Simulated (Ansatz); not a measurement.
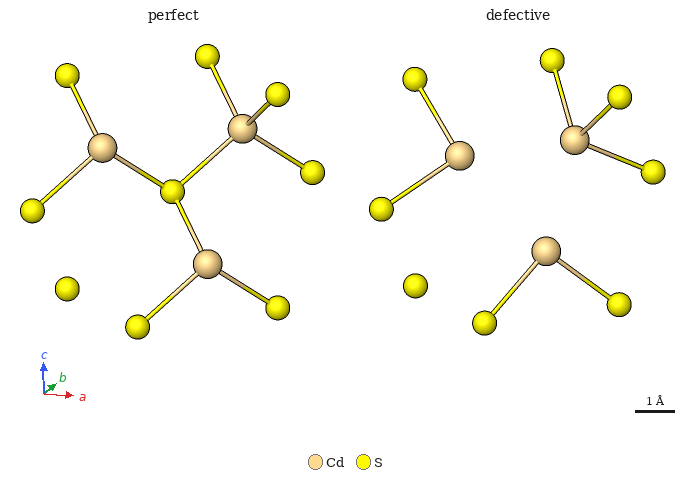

Left: perfect CdS. Right: the same region with one point defect, after relaxing the atoms in a supercell of 64 sites. Style: ball-and-stick. Shown: the atoms within 4.6 Å of one point, in a slice 4.2 Å thick across the line of sight, slightly off an axis.

These are results of DFT, PBEsol, PAW, plane waves in Ansatz, not measurements. Set-up: plane-wave cutoff 420 eV; k-point mesh 1 × 1 × 1; mesh shifted by (0.25, 0.25, 0.25); no spin polarisation. Fermi-Dirac smearing of 0.01 eV. The axes drawn are those of the host's conventional cell.

**What kind of defect was made?**

A sulfur atom is taken out (a vacancy).

The charge state of the cell is 0.

**What does the relaxation do around it?**

Around the empty S site the host had 4 Cd at 2.52 Å; after relaxation the nearest atoms are 4 Cd at 2.07 to 2.09 Å. Of the host's atoms, a cadmium atom moves furthest from its site, by 0.45 Å.
